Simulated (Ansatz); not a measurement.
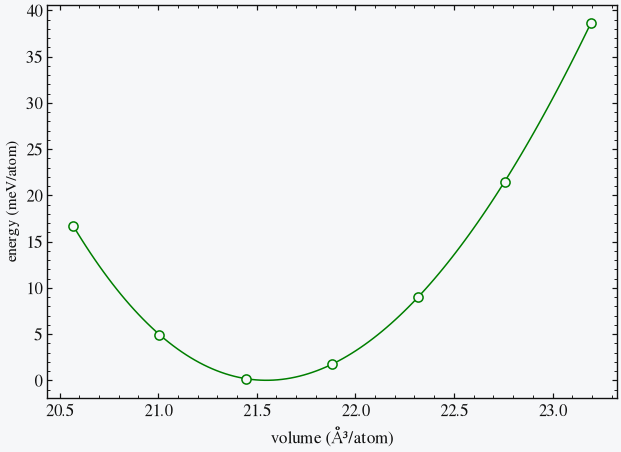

The figure shows the energy against volume for Hf, space group Fm-3m (No. 225).

Structure:
```yaml
crystal:
  lattice:
    - [0.00000, 2.22000, 2.22000]
    - [2.22000, 0.00000, 2.22000]
    - [2.22000, 2.22000, 0.00000]
  atoms:
    - { symbol: Hf, position: [0.00000, 0.00000, 0.00000] }
```

How it was computed, with Ansatz 0.2.0: all-electron LAPW DFT, no spin polarisation; energies at scaled volumes of the given cell, shape and fractions fixed, counted from the fit's minimum, third-order Birch-Murnaghan fit. Level: PBEsol.

- k mesh: 10×10×10
- occupations: Fermi–Dirac
- smearing width: 0.05 eV
- potentials: all electron LAPW, scalar relativistic
- program settings: basis error eV/atom 0.001

This calculation gives: equilibrium volume 21.55 Å³/atom and bulk modulus 111 GPa.

Now the level changes from PBEsol to LDA. The second calculation uses k mesh 10×10×10. What happens?

The equilibrium volume falls from 21.55 to 20.77 Å³/atom (−3.6 %) and the bulk modulus rises from 111 to 121 GPa (+9.0 %).

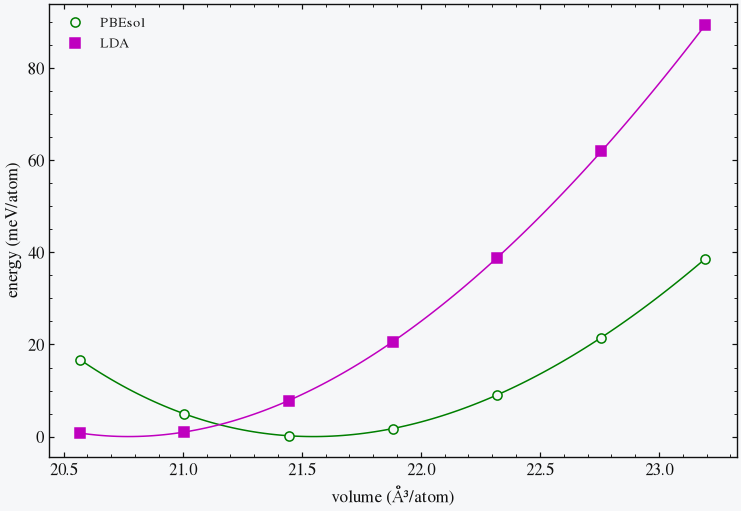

The two results together.

V0 and the bulk modulus come from third-order Birch–Murnaghan fits.
